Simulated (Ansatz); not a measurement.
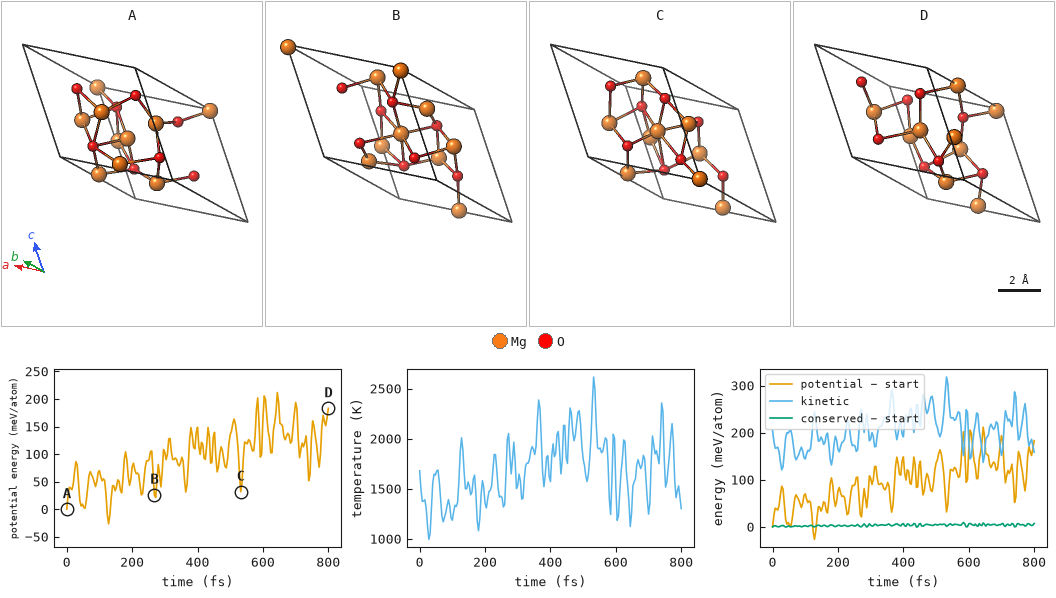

A Born-Oppenheimer molecular dynamics run of MgO with an interstitial Mg (17 atoms in the cell), 800 fs long. It starts from the last geometry of an earlier run, with fresh velocities. Frames (A at 0 fs, B at 268 fs, C at 532 fs, D at 800 fs) and the history of the run. A ball-and-stick model of the reduced simulation cell, seen from a free direction. Atoms that leave the cell re-enter on the other side. Bonds to atoms that aren't drawn are left out. Lengths and directions refer to the drawn axes.

Method: Ansatz 0.2.0, DFT LDA, scalar-relativistic, plane waves, PAW. Run with plane-wave cutoff 420 eV; k-point mesh 2 × 2 × 2; Fermi-Dirac smearing 0.02 eV; low-accuracy preset; Nosé-Hoover thermostat (NVT); set temperature 1680 K; time step 4 fs; thermostat time 200.0 fs.

Question: What do the frames and curves show?

Answer: Over the second half the temperature averages 1806 K (spread ±299 K). The potential energy in the second half lies on average 127 meV per atom above the first frame. In the second half of the run the atoms are, in the root-mean-square, this far from where they began (common drift taken out): Mg 0.61 Å, O 0.39 Å. Against the typical shortest distance between atoms in the first frame, about 1.8 Å these are large excursions, but over 800 fs one can't yet tell strong vibration from the start of diffusion. 2 of the 17 free atoms end more than three quarters of that spacing from the start. The conserved quantity stays between −0.35 and 9.5 meV per atom of its start. A straight-line fit has a slope that amounts to +3.8 meV per atom over 800 fs (1.9 % of the mean kinetic energy), its mean offset in the second half is 2.2 %, and the ripple about the line is 4.6 % of the kinetic energy's fluctuation. That is tolerable for a short run, though not tight (an offset or drift over 2 % of the kinetic energy, or a ripple over 7 %). The time step of 4 fs is long for the fastest vibrations here (lightest element oxygen).

Limits of the set-up: the k-point mesh is coarse for a cell with partly filled bands; the program's low-accuracy preset was used; the periodic images lie only 5.7 Å apart, so the values are limited by the cell's size.

PAW datasets: the set soft_1.
